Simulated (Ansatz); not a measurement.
**From Zn to Cu**

System: Zn (I4/mmm, 1 atom in the cell).
Method of the first run: DFT PBE, scalar-relativistic, plane waves, PAW, no spin polarisation (Ansatz 0.2.0).
System of the second run: Cu (I4/mmm, 1 atom in the cell).

On the first run: The structure was made by swapping elements on the sites of another compound; it need not be a known phase. On the second run: The structure derives from a Materials Project entry. Text and figures count atoms from 1; the logs count them from 0 in places.

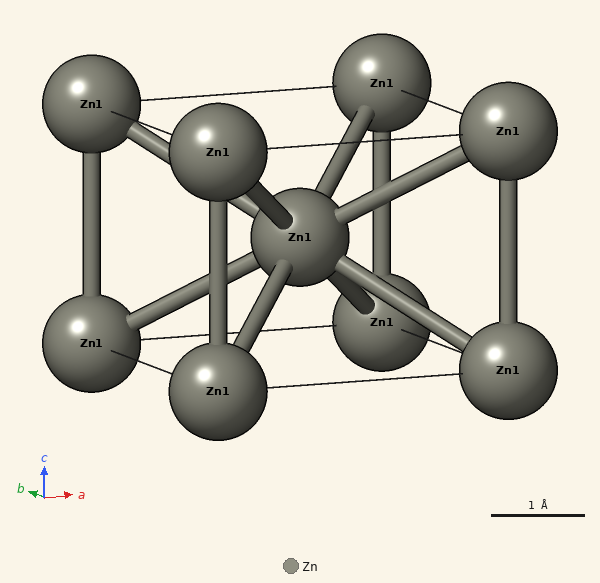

**Figure 1.** The structure as given in the input (ball-and-stick view of the cell 2 times as large as that of the calculation, set on its symmetry axes, seen slightly off an axis; atoms are numbered from 1 in the order of the input).

Input, the first run:
```yaml
crystal:
  lattice:
    - [-1.7141038397, 1.7141038397, 1.3131372093]
    - [1.7141038397, -1.7141038397, 1.3131372093]
    - [1.7141038397, 1.7141038397, -1.3131372093]
  atoms:
    - { symbol: Zn, position: [0.0, 0.0, 0.0] }
basis:
  ecutwfc: 420
kpoints:
  mp_grid: { grid: [20, 20, 20] }
hamiltonian:
  xc: pbe
scf:
  occupations: { method: gaussian, width: 0.1 }
output:
  forces: true
  stress: true
  eigenvalues: true
  write_density: true
  write_potential: true
  elf: true
  volumetric_format: npy
relax:
  adjacent_minimum: "off"
  f_tol: 0.01
  max_steps: 60
  cell: { stress_tol: 0.1 }
```

Command:
```bash
ansatz run input.yaml --threads 1 --pin off --max-ram 2560MiB --backend cpu --events-out ev --progress --plain --runs-dir out
```

Hardware: 1 thread of Intel Xeon (Granite Rapids), 32 GiB of memory available, shared host.

Output, shortened to warnings, some set-up lines, iterations and results (the first run):
```
Basis set: ecut = 420 eV, 325 PW (Γ), exchange–correlation on 40×40×40 points (8 copies of the dense FFT grid, shifted against one another)
Symmetry: 16 space group operations
k-points: 641 of 8000
Initial density: superposition of atomic densities (neutral atoms: chi_scale 0, normalization atom), corrected by the library's trained network
[...]
SCF iter   1: F=—  HF=-3319.013129 eV  |F-HF|=—  |Δ(HF+E_count)|=         —  Δρ=2.56e-3  dr2=6.13e-4  ethr=1.77e-3  ⟨swp⟩=4.9  Hψ=40814  notcnv=0
SCF iter   2: F=—  HF=-3319.012855 eV  |F-HF|=—  |Δ(HF+E_count)|=   2.74e-4  Δρ=1.58e-3  dr2=2.05e-4  ethr=5.11e-6  ⟨swp⟩=2.1  Hψ=15058  notcnv=0
SCF iter   3: F=—  HF=-3319.012742 eV  |F-HF|=—  |Δ(HF+E_count)|=   1.13e-4  Δρ=5.38e-4  dr2=2.87e-5  ethr=1.71e-6  ⟨swp⟩=2.0  Hψ=9647  notcnv=0
SCF iter   4: F=—  HF=-3319.012742 eV  |F-HF|=—  |Δ(HF+E_count)|=   9.50e-8  Δρ=1.76e-4  dr2=2.77e-6  ethr=2.39e-7  ⟨swp⟩=2.0  Hψ=10204  notcnv=0
SCF iter   5: F=—  HF=-3319.012741 eV  |F-HF|=—  |Δ(HF+E_count)|=   4.71e-7  Δρ=5.24e-5  dr2=2.60e-7  ethr=2.30e-8  ⟨swp⟩=2.3  Hψ=10117  notcnv=0
[... 22 lines ...]
SCF iter   3: F=—  HF=-3319.013734 eV  |F-HF|=—  |Δ(HF+E_count)|=   1.87e-5  Δρ=1.18e-5  dr2=1.09e-8  ethr=8.37e-10  ⟨swp⟩=2.0  Hψ=10117  notcnv=0
SCF iter   4: F=—  HF=-3319.013734 eV  |F-HF|=—  |Δ(HF+E_count)|=   2.14e-9  Δρ=2.51e-6  dr2=5.21e-11  ethr=9.08e-11  ⟨swp⟩=2.0  Hψ=9712  notcnv=0
SCF iter   5: F=-3319.013734 eV  HF=-3319.013734 eV  |F-HF|=6.55e-11  |Δ(HF+E_count)|=   3.86e-9  Δρ=3.40e-7  dr2=1.44e-12  ethr=1.00e-12  ⟨swp⟩=5.2  Hψ=24437  notcnv=0
SCF 5 converged in 5 iterations: F = -3319.013734 eV  dr2 = 1.44e-12
relax step   5: F+E_penalty+E_count = -3319.01373382 eV  Δ(F+E_penalty+E_count) = -7.662e-5 eV  max|allowed force component| = 0.000e0 eV/Å  Δτ_max = 0.0000 Å  P = -0.003 GPa …
basis re-selected at this cell: Δ(F+E_penalty+E_count) = -7.662e-5 eV, ΔP = +0.005 GPa vs the last step (what re-selecting the basis moved, of the pressure what is left beyond the Pulay correction that the steps carried, after the strain that the cell walked since its last selection, with what the …
SCF converged after 5 iterations
Free energy (F): -3319.013734 eV
Harris-Foulkes:  -3319.013734 eV  (|F-HF|=6.55e-11)
Internal energy: -3319.012680 eV  (E = F + TS)
E sigma→0 (E₀):  -3319.013207 eV
Entropy (-TS):   -0.001054 eV (-1.054 meV/atom)
Fermi energy:    10.619526 eV
--- Per-component energies (eV) ---
  E_band       = 45.651247
  E_kinetic    = 130.897807
  E_local      = -1553.322181  (includes V_loc(G=0)·N_el)
  E_nonlocal   = 610.467283
  E_hartree    = 650.848108
  E_xc         = -137.670595
  E_vxc        = -52.542816  (∫ρ·V_xc dr)
  E_paw        = -1824.681072  (= ΣΔE_a)
  E_vpaw       = -391.544703  (= ΣTr[D̂ρ^β])
  E_aug_tail   = -0.000372  (compensation charges beyond the density's cutoff)
  E_ewald      = -1195.551657
  E_smearing   = -0.001054  (= −TS)
  E_closure    = -0.000000  (closes the sum)
  Σ components = -3319.013734   (vs F -3319.013734, Δ=0.00e0)
--- Forces (eV/Å), atoms counted from 1 ---
  atom   1  Zn    -0.00000000     0.00000000     0.00000000
  max |Σ_I F_I| component: 8.63e-32 eV/Å
--- Stress (GPa, compression-positive) ---
       -0.003406       0.000000       0.000000
        0.000000      -0.003406       0.000000
       -0.000000      -0.000000      -0.002263
  P = ⅓ Tr σ = -0.0030 GPa (-0.030 kbar)
--- Relaxed structure (4 steps of the walk, 4 accepted, 1 SCFs on fresh bases) ---
  F+E_penalty+E_count = -3319.01373382 eV   max|allowed force component| = 0.000e0 eV/Å   (the final SCF, on the basis selected at the relaxed cell)
  cell:  # Å, volume = 15.5183 Å³
    - [-1.7259751184568586, 1.7259751184568586, 1.3023105811296094]
    - [1.7259751184568586, -1.7259751184568586, 1.3023105811296094]
    - [1.7259751184568586, 1.7259751184568586, -1.3023105811296094]
  atoms:
    - { symbol: Zn, position: [0.0, 0.0, 0.0] }
```

The input of the second run differs as follows (lines with − go, lines with + come):
```diff
-    - [-1.7141038397, 1.7141038397, 1.3131372093]
-    - [1.7141038397, -1.7141038397, 1.3131372093]
-    - [1.7141038397, 1.7141038397, -1.3131372093]
+    - [-1.44279332, 1.44279332, 1.37608145]
+    - [1.44279332, -1.44279332, 1.37608145]
+    - [1.44279332, 1.44279332, -1.37608145]
-    - { symbol: Zn, position: [0.0, 0.0, 0.0] }
+    - { symbol: Cu, position: [0.0, 0.0, 0.0] }
-  f_tol: 0.01
-  max_steps: 60
-  cell: { stress_tol: 0.1 }
+  f_tol: 0.005
+  max_steps: 80
+  cell: { stress_tol: 0.05 }
```

Predict how the results change.

The total energies belong to different systems, so their difference says nothing on which is more stable or more accurate. The volume per atom goes from 15.52 to 12.01 Å³. The SCF takes 48 iterations over all geometry steps against 22. On the same kind of shared host the second run took about 1.5 times as long.

Output, shortened to warnings, some set-up lines, iterations and results (the second run):
```
Basis set: ecut = 420 eV, 225 PW (Γ), exchange–correlation on 36×36×36 points (8 copies of the dense FFT grid, shifted against one another)
Symmetry: 16 space group operations
k-points: 641 of 8000
Initial density: superposition of atomic densities (neutral atoms: chi_scale 0, normalization atom), corrected by the library's trained network
[...]
SCF iter   1: F=—  HF=-6625.125161 eV  |F-HF|=—  |Δ(HF+E_count)|=         —  Δρ=9.49e-4  dr2=2.10e-5  ethr=1.77e-3  ⟨swp⟩=5.4  Hψ=44990  notcnv=0
SCF iter   2: F=—  HF=-6625.125300 eV  |F-HF|=—  |Δ(HF+E_count)|=   1.40e-4  Δρ=4.29e-4  dr2=3.90e-6  ethr=1.10e-7  ⟨swp⟩=3.0  Hψ=22456  notcnv=0
SCF iter   3: F=—  HF=-6625.125314 eV  |F-HF|=—  |Δ(HF+E_count)|=   1.32e-5  Δρ=2.29e-4  dr2=1.16e-6  ethr=2.05e-8  ⟨swp⟩=2.0  Hψ=12222  notcnv=0
SCF iter   4: F=-6625.125318 eV  HF=-6625.125318 eV  |F-HF|=4.51e-9  |Δ(HF+E_count)|=   4.12e-6  Δρ=2.49e-5  dr2=3.33e-8  ethr=6.11e-9  ⟨swp⟩=2.0  Hψ=11926  notcnv=0
SCF iter   5: F=-6625.125318 eV  HF=-6625.125318 eV  |F-HF|=5.01e-10  |Δ(HF+E_count)|=   1.31e-8  Δρ=2.93e-6  dr2=3.69e-10  ethr=1.75e-10  ⟨swp⟩=2.2  Hψ=12091  notcnv=0
[... 54 lines ...]
SCF iter   4: F=—  HF=-6625.137513 eV  |F-HF|=—  |Δ(HF+E_count)|=   4.05e-7  Δρ=4.81e-6  dr2=1.82e-10  ethr=3.57e-10  ⟨swp⟩=2.1  Hψ=12430  notcnv=0
SCF iter   5: F=-6625.137513 eV  HF=-6625.137513 eV  |F-HF|=9.09e-12  |Δ(HF+E_count)|=   6.72e-9  Δρ=3.81e-7  dr2=7.88e-12  ethr=1.00e-12  ⟨swp⟩=2.0  Hψ=14091  notcnv=0
SCF iter   6: F=-6625.137513 eV  HF=-6625.137513 eV  |F-HF|=9.09e-13  |Δ(HF+E_count)|=  1.46e-11  Δρ=4.89e-8  dr2=6.90e-14  ethr=1.00e-12  ⟨swp⟩=3.5  Hψ=33732  notcnv=0
SCF 8 converged in 6 iterations: F = -6625.137513 eV  dr2 = 6.90e-14
relax step   8: F+E_penalty+E_count = -6625.13751344 eV  Δ(F+E_penalty+E_count) = -3.880e-4 eV  max|allowed force component| = 0.000e0 eV/Å  Δτ_max = 0.0000 Å  P = -0.042 GPa …
basis re-selected at this cell: Δ(F+E_penalty+E_count) = -3.880e-4 eV, ΔP = -0.044 GPa vs the last step (what re-selecting the basis moved, of the pressure what is left beyond the Pulay correction that the steps carried, after the strain that the cell walked since its last selection, with what the …
SCF converged after 6 iterations
Free energy (F): -6625.137513 eV
Harris-Foulkes:  -6625.137513 eV  (|F-HF|=9.09e-13)
Internal energy: -6625.135232 eV  (E = F + TS)
E sigma→0 (E₀):  -6625.136373 eV
Entropy (-TS):   -0.002282 eV (-2.282 meV/atom)
Fermi energy:    16.406736 eV
--- Per-component energies (eV) ---
  E_band       = -365.465676
  E_kinetic    = 299.753111
  E_local      = -4082.152286  (includes V_loc(G=0)·N_el)
  E_nonlocal   = 390.078102
  E_hartree    = 1797.263475
  E_xc         = -89.428898
  E_vxc        = -115.397395  (∫ρ·V_xc dr)
  E_paw        = -1663.112942  (= ΣΔE_a)
  E_vpaw       = -452.274454  (= ΣTr[D̂ρ^β])
  E_aug_tail   = 0.000314  (compensation charges beyond the density's cutoff)
  E_ewald      = -3277.536108
  E_smearing   = -0.002282  (= −TS)
  E_closure    = 0.000000  (closes the sum)
  Σ components = -6625.137513   (vs F -6625.137513, Δ=0.00e0)
--- Forces (eV/Å), atoms counted from 1 ---
  atom   1  Cu     0.00000000     0.00000000     0.00000000
  max |Σ_I F_I| component: 4.01e-32 eV/Å
--- Stress (GPa, compression-positive) ---
       -0.040876       0.000000       0.000000
        0.000000      -0.040876      -0.000000
        0.000000       0.000000      -0.043703
  P = ⅓ Tr σ = -0.0418 GPa (-0.418 kbar)
--- Relaxed structure (7 steps of the walk, 7 accepted, 1 SCFs on fresh bases) ---
  F+E_penalty+E_count = -6625.13751344 eV   max|allowed force component| = 0.000e0 eV/Å   (the final SCF, on the basis selected at the relaxed cell)
  cell:  # Å, volume = 12.0142 Å³
    - [-1.4755302430569568, 1.4755302430569568, 1.379556684465077]
    - [1.4755302430569568, -1.4755302430569568, 1.379556684465077]
    - [1.4755302430569568, 1.4755302430569568, -1.379556684465077]
  atoms:
    - { symbol: Cu, position: [0.0, 0.0, 0.0] }
```

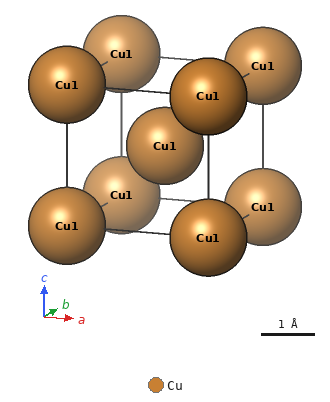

**Figure 2.** The input structure of the second run (spheres-only view of the cell 2 times as large as that of the calculation, set on its symmetry axes, seen slightly off an axis; atoms are numbered from 1 in the order of the input).

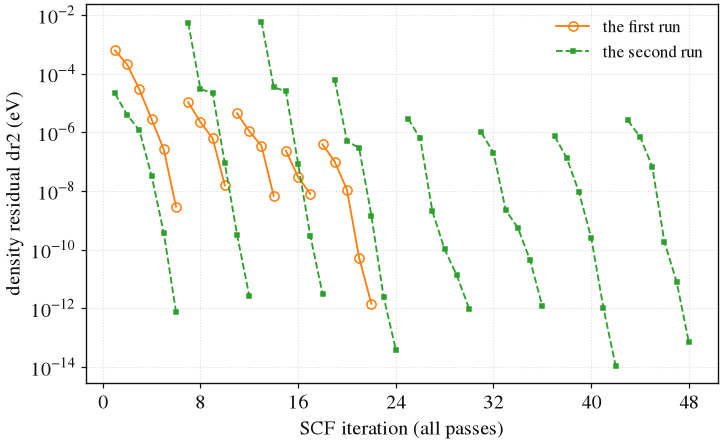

**Figure 3.** Convergence of the two runs: density residual dr2 against the SCF iteration. A break in a curve parts two SCF passes. The first run takes 22 iterations in all, and the second run takes 48.

The two runs side by side:

```tsv
quantity	the first run	the second run
outcome	converged	converged
free energy per atom (eV)	−3319.0137	−6625.1375
energy per atom, smearing taken to zero (eV)	−3319.0132	−6625.1364
gap on the mesh (eV)	0.00	0.00
pressure (GPa)	0.00	−0.04
volume per atom (Å³)	15.52	12.01
largest force (eV/Å)	0.000	0.000
SCF iterations	22	48
irreducible k-points	641	641
wall time (shared host)	20 s	29 s
```
